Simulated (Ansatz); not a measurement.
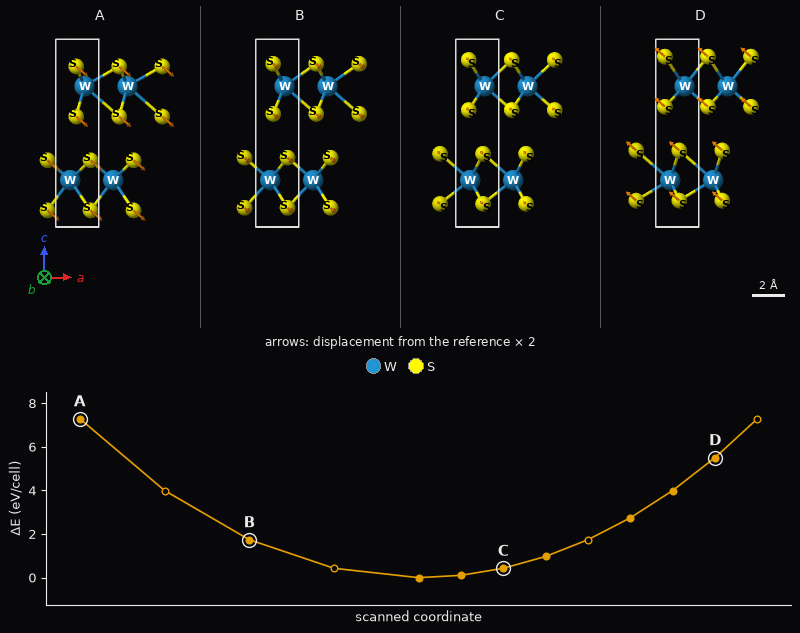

Frames of a one-coordinate scan of a crystal of WS₂ (P6_3/mmc). Hollow markers are points alike by symmetry, not computed again. A ball-and-stick model of the cell of the calculation, repeated 2 × 2 × 1 with one cell outlined, seen along the b axis. Orange arrows: displacements from the reference.

Level of theory: DFT PBEsol+D3(BJ), scalar-relativistic, plane waves, PAW in Ansatz. Settings: plane-wave cutoff 420 eV; k-point mesh 12 × 12 × 4; occupations gaussian; smearing width 0.05 eV; no spin polarisation. Energies (free energies at the smearing named) are counted from the relaxed crystal.

### What is being scanned?

The whole S sublattice is shifted rigidly, towards the nearest copy of atom 2 (W) at 2.389 Å, all else fixed. In the frames the displacement is −0.50 Å (A), −0.25 Å (B), 0.125 Å (C), 0.4375 Å (D). The lowest computed point lies at the displacement 0.00 Å (0.00 eV/cell). The curvature at zero is about 55 eV/Å² per cell. The well is symmetric. At the highest point the shortest interatomic distance is 1.89 Å, against 2.39 Å in the reference. The distortion takes the space group from P6_3/mmc to Cm. The band gap on the mesh, 0.66 eV in the reference, closes at −0.50 Å, 0.4375 Å.
